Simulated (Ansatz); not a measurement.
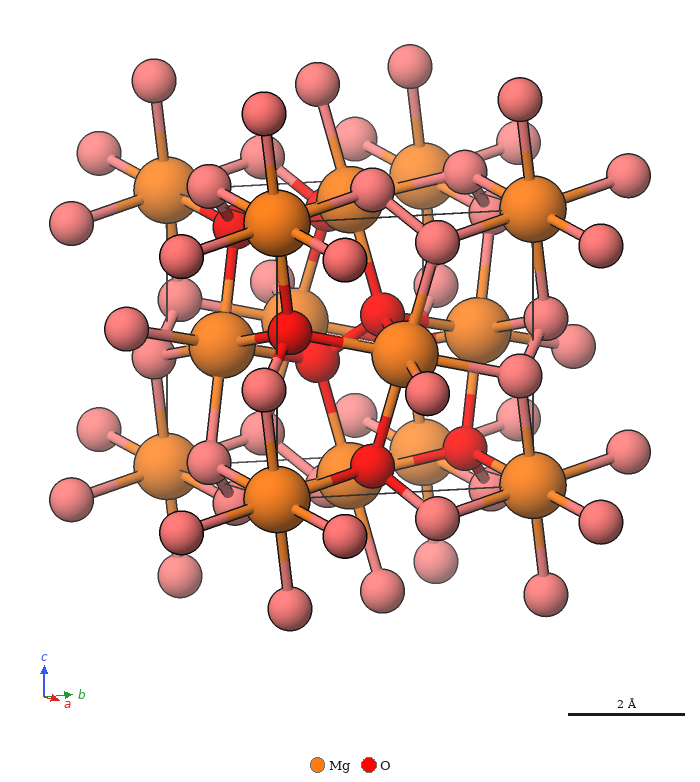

Fig. 1: The structure (ball-and-stick view of the cell of the calculation, seen slightly off an axis; neighbours outside the cell are drawn fainter).

## Band-structure calculation of MgO₂ (part 1 of 2)

System: MgO₂ (12 atoms in the cell).
Method: DFT, PBE0, plane waves, PAW, no spin polarisation (Ansatz 0.2.0).

The structure derives from a Materials Project entry. The geometry comes from this level: r2SCAN. Figures and captions count atoms from 1; the log counts them from 0 in places.

The input:
```yaml
crystal:
  lattice:
    - [4.833988168, 0.0, 0.0]
    - [0.0, 4.833988168, 0.0]
    - [0.0, 0.0, 4.833988168]
  atoms:
    - { symbol: Mg, position: [0.0, 0.5, 0.5] }
    - { symbol: Mg, position: [0.5, 0.5, 0.0] }
    - { symbol: Mg, position: [0.5, 0.0, 0.5] }
    - { symbol: Mg, position: [0.0, 0.0, 0.0] }
    - { symbol: O, position: [0.4111601936, 0.0888398064, 0.9111601936] }
    - { symbol: O, position: [0.0888398064, 0.9111601936, 0.4111601936] }
    - { symbol: O, position: [0.9111601936, 0.4111601936, 0.0888398064] }
    - { symbol: O, position: [0.5888398064, 0.5888398064, 0.5888398064] }
    - { symbol: O, position: [0.4111601936, 0.4111601936, 0.4111601936] }
    - { symbol: O, position: [0.0888398064, 0.5888398064, 0.9111601936] }
    - { symbol: O, position: [0.9111601936, 0.0888398064, 0.5888398064] }
    - { symbol: O, position: [0.5888398064, 0.9111601936, 0.0888398064] }
kpoints:
  mp_grid: { grid: [4, 4, 4] }
  band_path:
    path:
      - [0.0, 0.0, 0.0]
      - [0.0, 0.5, 0.0]
      - [0.5, 0.5, 0.0]
      - [0.5, 0.5, 0.5]
      - [0.5, 0.0, 0.0]
      - [-0.020833, 0.0, 0.0]
      - [0.229167, 0.234375, 0.234375]
      - [0.0, 0.4, 0.0]
    npoints: 1
hamiltonian:
  xc: pbe0
scf:
  occupations: { method: fixed }
  n_extra_bands: 7
output:
  forces: true
  stress: true
  eigenvalues: true
  write_density: true
  write_potential: true
  elf: true
  volumetric_format: npy
```

Hardware: 4 threads of Intel Xeon @ 2.50GHz (Skylake/Cascade Lake), 189 GiB of memory available, shared host.

Run as:
```bash
ansatz run input.yaml --threads 4 --pin off --max-ram 7372MiB --backend cpu --events-out ev --progress --plain --runs-dir out
```

The program's output:
```
Warning: output.stress: scf.convergence.dr2_threshold = 1e-7 eV (the SCF's general default) is looser than the 1.2e-9 eV advised for a printed stress (1e-10 eV for each atom of the cell: 12). What an SCF threshold leaves in a stress goes as its square root, and in the free energy as the threshold itself, and one threshold admits the most on a small cell: of the crystals measured, under no hybrid functional and no lock of the moments, on runs that ended without the residual-converged pass, on stresses that held no estimate of that error, the worst erred by over 100 MPa in a component at 1e-7 eV an atom and by under 5 at 1e-10. Set scf.convergence.dr2_threshold to 1.2e-9 eV or tighter. The threshold is an SCF's pass mark: one that does not reach it within its budget of iterations ends unconverged, or closes short of it on a stop that the run arms, and scf.convergence.dr2_threshold's page says what that costs each kind of run
Warning: output.stress: scf.exx.energy_threshold = 1e-6 eV is looser than the 1.2e-7 eV advised for a stress under a hybrid functional (1e-8 eV for each atom of the cell: 12). Every SCF of the exchange loop can meet its threshold on dr2 while the loop round them stops early: no threshold on dr2 bounds what that leaves in the stress. Set scf.exx.energy_threshold to 1.2e-7 eV or tighter. The threshold is the loop's pass mark: a loop that does not reach it within its budget of cycles ends unconverged, and scf.exx.energy_threshold's page has the law
scf.n_extra_bands = 7 over 44 filled bands (N_el = 88.0): the run solves 51 bands
Engine: ansatz 0.2.0, x86_64-unknown-linux-gnu
Pseudopotentials: kind: paw
Pseudopotential: Mg, paw, valence charge 10, recommended cutoff 420 eV (normal), Mg.paw.azcp
Pseudopotential: O, paw, valence charge 6, recommended cutoff 420 eV (normal), O.paw.azcp
Functional definition: PBE0
  parameter a = 0.25
  parameter kappa = 0.804
  parameter beta = 0.06672455060314922
  exchange = (1 - a)*pbe_x(kappa = kappa, mu = beta*pi^2/3) + a*exact_x
  correlation = pbe_c(beta = beta)
davidson cushion auto → on  (no smearing: the cushion is to keep the highest requested band from converging to the state above it; pin scf.eigensolver.cushion to override)
Crystal: 12 atoms, lattice volume = 112.958 Å³
Basis set: ecut = 420 eV, 2205 PW (Γ), exchange–correlation on 72×72×72 points (8 copies of the dense FFT grid, shifted against one another)
Bands: 51, of which v1, the nominal top of the filled ones, is band 44 counted from 1 (43 counted from 0)
Symmetry: 24 space group operations
Space group: Pa-3 (ITA 205), of the structure as read, at distance tolerance 4.8e-5 Å
k-points: 11 of 64
Non-local potential: Mg, projectors of the file, l = 0: 3, l = 1: 2, l = 2: 1
Non-local potential: O, projectors of the file, l = 0: 2, l = 1: 2, l = 2: 1
PAW form: soft (Blöchl's): semilocal exchange-correlation on the pseudo side does not see the compensation charge
PAW frozen core: Mg, regenerated for the run's functional, and the local potential with it (the file was generated under x = pbe(κ = 0.804, μ = 0.2195149727645171), c = pbe(β = 0.06672455060314922))
PAW frozen core: O, regenerated for the run's functional, and the local potential with it (the file was generated under x = pbe(κ = 0.804, μ = 0.2195149727645171), c = pbe(β = 0.06672455060314922))
PAW one-centre angular grid: Mg, 110 points (default); XC on 64 Gauss nodes
PAW one-centre angular grid: O, 110 points (default); XC on 64 Gauss nodes
Initial density: superposition of atomic densities (neutral atoms: chi_scale 0, normalization atom), corrected by the library's trained network
Initial wavefunctions: pseudopotential atomic-orbital guess
Functional: x = pbe(κ = 0.804, μ = 0.2195149727645171), c = pbe(β = 0.06672455060314922), warm-up for x = 0.75 pbe(κ = 0.804, μ = 0.2195149727645171) + 0.25 exact, c = pbe(β = 0.06672455060314922)
SCF iter   1: F=—  HF=-12235.020623 eV  |F-HF|=—  |Δ(HF+E_count)|=         —  Δρ=5.54e-3  dr2=2.21e-2  ethr=1.77e-3  ⟨swp⟩=7.5  Hψ=2398  notcnv=0
preconditioner: auto → none  [insulator: Δε(μ)=4.023 eV  Ē_g=13.840 eV  n_scr=32 (ndim 8)  ℏωp=26.1 eV  f_vac=0.000]
iter 2 solved again at ethr=2.37e-6 eV; its pass at ethr=2.52e-5 eV (dr2=2.09e-3 eV) is discarded
SCF iter   2: F=—  HF=-12235.021314 eV  |F-HF|=—  |Δ(HF+E_count)|=   6.91e-4  Δρ=2.18e-3  dr2=2.10e-3  ethr=2.37e-6  ⟨swp⟩=2.7  Hψ=2866  notcnv=0
SCF iter   3: F=-12235.022873 eV  HF=-12235.022221 eV  |F-HF|=6.51e-4  |Δ(HF+E_count)|=   9.08e-4  Δρ=9.67e-4  dr2=4.03e-4  ethr=2.37e-6  ⟨swp⟩=3.0  Hψ=1503  notcnv=0
SCF 1 stopped early in 3 iterations: F = -12235.022873 eV  dr2 = 4.03e-4
  greatest PAW one-centre occupation: 1.000 electrons in one spin orbital (limit 2), on the Mg atom at site 0 (counted from 0), in its partial waves of l = 0
Initial density: handed on by an earlier stage of this run
Initial wavefunctions: those handed on with the density
Functional: x = 0.75 pbe(κ = 0.804, μ = 0.2195149727645171) + 0.25 exact, c = pbe(β = 0.06672455060314922)
Frozen-core exchange: fock
SCF iter   1: F=—  HF=-12235.712424 eV  |F-HF|=—  |Δ(HF+E_count)|=         —  Δρ=8.66e-3  dr2=2.70e-2  ethr=4.58e-6  ⟨swp⟩=7.2  Hψ=2664  notcnv=0
preconditioner: auto → none  [insulator: Δε(μ)=7.108 eV  Ē_g=17.396 eV  n_scr=32 (ndim 8)  ℏωp=26.1 eV  f_vac=0.000]
SCF iter   2: F=—  HF=-12235.702437 eV  |F-HF|=—  |Δ(HF+E_count)|=   9.99e-3  Δρ=3.74e-3  dr2=7.59e-3  ethr=4.58e-6  ⟨swp⟩=3.0  Hψ=1680  notcnv=0
SCF iter   3: F=—  HF=-12235.700575 eV  |F-HF|=—  |Δ(HF+E_count)|=   1.86e-3  Δρ=4.65e-4  dr2=3.19e-3  ethr=4.58e-6  ⟨swp⟩=2.0  Hψ=1243  notcnv=0
SCF iter   4: F=—  HF=-12235.731852 eV  |F-HF|=—  |Δ(HF+E_count)|=   3.13e-2  Δρ=1.07e-3  dr2=8.10e-4  ethr=1.28e-7  ⟨swp⟩=5.1  Hψ=2423  notcnv=0
SCF iter   5: F=—  HF=-12235.731617 eV  |F-HF|=—  |Δ(HF+E_count)|=   2.35e-4  Δρ=1.45e-4  dr2=9.24e-5  ethr=1.28e-7  ⟨swp⟩=4.0  Hψ=1867  notcnv=0
SCF iter   6: F=—  HF=-12235.732228 eV  |F-HF|=—  |Δ(HF+E_count)|=   6.10e-4  Δρ=2.06e-4  dr2=3.76e-5  ethr=1.96e-8  ⟨swp⟩=4.6  Hψ=1937  notcnv=0
SCF iter   7: F=-12235.732218 eV  HF=-12235.732217 eV  |F-HF|=5.15e-7  |Δ(HF+E_count)|=   1.03e-5  Δρ=1.66e-5  dr2=2.24e-6  ethr=1.96e-8  ⟨swp⟩=3.1  Hψ=1625  notcnv=0
SCF 2 stopped early in 7 iterations: F = -12235.732218 eV  dr2 = 2.24e-6
  Residual-converged pass: ⟨swp⟩=3.0  Hψ=1634  notcnv=0  max |occ|·‖R‖ = 6.1e-6 eV (tolerance 6.7e-6 eV)  dr2=2.24e-6  dr2_onsite=7.27e-8  max |Δocc| = 0.0e0
  greatest PAW one-centre occupation: 1.000 electrons in one spin orbital (limit 2), on the Mg atom at site 2 (counted from 0), in its partial waves of l = 0
hybrid outer 1: dexx = +3.673e-2 eV, tail = 2.79e-4 eV
Frozen-core exchange: fock
SCF iter   1: F=—  HF=-12235.732789 eV  |F-HF|=—  |Δ(HF+E_count)|=         —  Δρ=9.00e-5  dr2=4.93e-6  ethr=1.59e-6  ⟨swp⟩=3.0  Hψ=1285  notcnv=0
preconditioner: auto → none  [insulator: Δε(μ)=7.148 eV  Ē_g=17.416 eV  n_scr=32 (ndim 8)  ℏωp=26.1 eV  f_vac=0.000]
SCF iter   2: F=—  HF=-12235.732793 eV  |F-HF|=—  |Δ(HF+E_count)|=   3.98e-6  Δρ=4.35e-5  dr2=1.05e-6  ethr=5.12e-9  ⟨swp⟩=4.5  Hψ=1989  notcnv=0
SCF iter   3: F=—  HF=-12235.732793 eV  |F-HF|=—  |Δ(HF+E_count)|=   2.15e-7  Δρ=1.39e-5  dr2=6.62e-8  ethr=1.02e-9  ⟨swp⟩=3.0  Hψ=1525  notcnv=0
SCF iter   4: F=—  HF=-12235.732793 eV  |F-HF|=—  |Δ(HF+E_count)|=   2.77e-7  Δρ=4.00e-6  dr2=1.06e-8  ethr=5.93e-11  ⟨swp⟩=4.9  Hψ=1811  notcnv=0  defer=5
SCF iter   5: F=-12235.732793 eV  HF=-12235.732793 eV  |F-HF|=1.27e-11  |Δ(HF+E_count)|=   2.54e-9  Δρ=6.63e-7  dr2=3.88e-10  ethr=1.16e-11  ⟨swp⟩=3.1  Hψ=1575  notcnv=0
SCF 3 converged in 5 iterations: F = -12235.732793 eV  dr2 = 3.88e-10
  Residual-converged pass: ⟨swp⟩=3.0  Hψ=1316  notcnv=0  max |occ|·‖R‖ = 1.1e-6 eV (tolerance 1.1e-6 eV)  dr2=3.86e-10  dr2_onsite=1.45e-11  max |Δocc| = 0.0e0
  greatest PAW one-centre occupation: 1.000 electrons in one spin orbital (limit 2), on the Mg atom at site 3 (counted from 0), in its partial waves of l = 0
hybrid outer 2: dexx = +3.327e-6 eV, tail = 1.30e-7 eV, Δε = 4.17e-3 eV (about 1.45e-4 eV left of the loop's levels), ΔF = 7.80e-3 eV/Å (tail 1.28e-3)
Frozen-core exchange: fock
SCF iter   1: F=—  HF=-12235.732794 eV  |F-HF|=—  |Δ(HF+E_count)|=         —  Δρ=3.20e-6  dr2=2.32e-9  ethr=7.36e-10  ⟨swp⟩=3.9  Hψ=1316  notcnv=0
SCF iter   2: F=-12235.732794 eV  HF=-12235.732794 eV  |F-HF|=3.82e-11  |Δ(HF+E_count)|=  4.73e-11  Δρ=9.89e-7  dr2=2.89e-10  ethr=2.75e-12 (applied; sched 2.49e-12)  ⟨swp⟩=4.4  Hψ=1835  notcnv=0
SCF 4 converged in 2 iterations: F = -12235.732794 eV  dr2 = 2.89e-10
  Residual-converged pass: ⟨swp⟩=2.0  Hψ=999  notcnv=0  max |occ|·‖R‖ = 2.0e-6 eV (tolerance 2.0e-6 eV)  dr2=2.90e-10  dr2_onsite=4.08e-11  max |Δocc| = 0.0e0
```

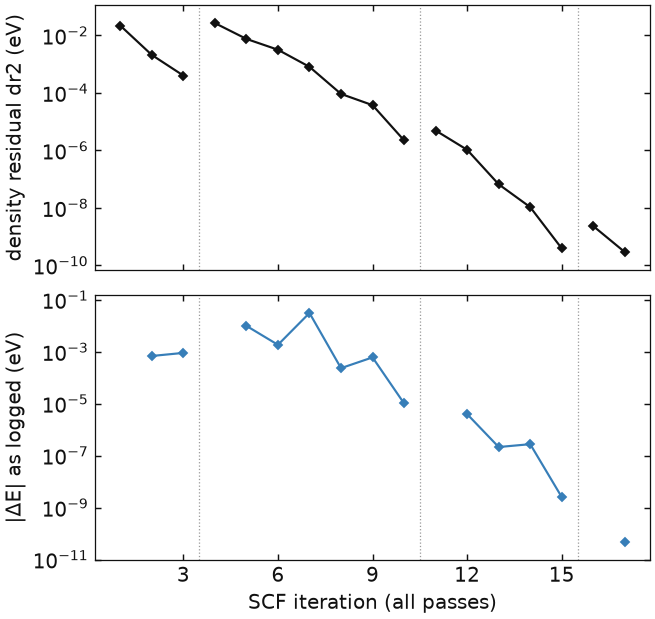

Fig. 2: Convergence of the self-consistent field: density residual dr2 and size of the energy change against the SCF iteration. The run starts with a semilocal functional; after that each stretch between dotted lines is one SCF of the hybrid functional between two exact rebuilds of the exchange operator by the outer loop. Early passes are stopped at a loose threshold. The passes take 3, 7, 5 and 2 iterations.

```
hybrid outer 3: dexx = +1.816e-9 eV, tail = 7.28e-10 eV, Δε = 6.83e-5 eV (about 8.14e-6 eV left of the loop's levels), ΔF = 1.53e-5 eV/Å (tail 8.40e-5)
NSCF: frozen V_eff on 8 k-points
hybrid SCF converged: 3 outer / 14 inner (+3 warm-up), last move |dexx| = 1.82e-9 eV, tail = 7.28e-10 eV
Stability not checked: this state was not tested for a lower state beside it, because the functional holds exact exchange (a hybrid, or Hartree-Fock), whose exchange loop this test does not read (fock_operator; see scf.lower_state_search)
Free energy (F): -12235.732794 eV
Frozen-core exchange: fock
Harris-Foulkes:  -12235.732794 eV  (|F-HF|=3.82e-11)
Internal energy: -12235.732794 eV  (E = F + TS)
E sigma→0 (E₀):  -12235.732794 eV
Fermi energy:    5.224860 eV
--- Per-component energies (eV) ---
  E_band       = -1590.493137
  E_kinetic    = 1719.260327
  E_local      = -8037.683010  (includes V_loc(G=0)·N_el)
  E_nonlocal   = 756.506361
  E_hartree    = 2774.051282
  E_xc         = -548.462193
  E_vxc        = -701.052395  (∫ρ·V_xc dr)
  E_exx        = -397.908068  (= α·E_x^exact, valence–valence)
  E_paw        = -2194.116622  (= ΣΔE_a)
  E_vpaw       = -79.830365  (= ΣTr[D̂ρ^β])
  E_aug_tail   = 0.019650  (compensation charges beyond the density's cutoff)
  E_ewald      = -6307.060054
  E_core_change = -0.340468  (= ΣΔE_core)
  E_smearing   = -0.000000  (= −TS)
  E_closure    = -0.000000  (closes the sum)
  Σ components = -12235.732794   (vs F -12235.732794, Δ=0.00e0)
--- Forces (eV/Å), atoms counted from 1 ---
  atom   1  Mg     0.00000000    -0.00000000     0.00000000
  atom   2  Mg     0.00000000    -0.00000000    -0.00000000
  atom   3  Mg     0.00000000    -0.00000000     0.00000000
  atom   4  Mg     0.00000000    -0.00000000     0.00000000
  atom   5  O      0.42633262    -0.42633262     0.42633262
  atom   6  O     -0.42633262     0.42633262     0.42633262
  atom   7  O      0.42633262     0.42633262    -0.42633262
  atom   8  O     -0.42633262    -0.42633262    -0.42633262
  atom   9  O      0.42633262     0.42633262     0.42633262
  atom  10  O     -0.42633262    -0.42633262     0.42633262
  atom  11  O      0.42633262    -0.42633262    -0.42633262
  atom  12  O     -0.42633262     0.42633262    -0.42633262
  max |Σ_I F_I| component: 2.22e-16 eV/Å
--- Stress (GPa, compression-positive) ---
       -1.351108       0.000000       0.000000
        0.000000      -1.351108       0.000000
        0.000000       0.000000      -1.351108
  P = ⅓ Tr σ = -1.3511 GPa (-13.511 kbar)
--- Band table (eV; the first three rows and the last of 11) ---
```
